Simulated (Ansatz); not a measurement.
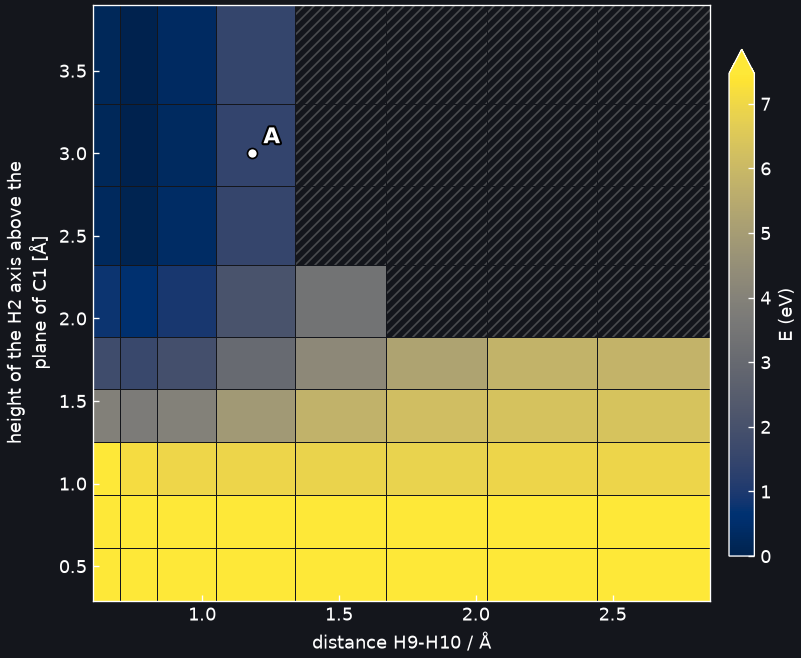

H₂ on a two-dimensional sheet of C of the honeycomb type (8 atoms of substrate and one adsorbate in a 2 × 2 cell). H2 lies flat over one site of a rigid substrate while its bond length and height are varied; it sits over a bridge site, heights counted from the top plane, its axis along a direction equivalent to the first surface vector. First axis: distance H9-H10. Second axis: height of the H2 axis above the plane of C1. Grid: 8 × 9 points. At 15 points there is no value (left out: too close to the surface, or the stretched molecule far from it). Points are written as (first, second). Energies: eV, counted from the lowest grid point. The calculation used DFT PBE+D3(BJ), scalar-relativistic, plane waves, PAW in Ansatz. Settings: cutoff 420 eV, k-mesh 6×6×1, gaussian smearing 0.1 eV, no spin polarisation.

Drawn: one coloured cell a grid point, one colour for all values above the top of the scale, hatched blanks where no value was computed, the point A.

### Which way does the force act at A, and how strong is it?

A, at (1.181 Å, 3.00 Å), is not a stationary point. The computed force is 4.7 eV for each Å towards smaller values of distance H9-H10 and 0.033 eV for each Å towards larger values of the second coordinate.

PAW datasets: the set soft_1.
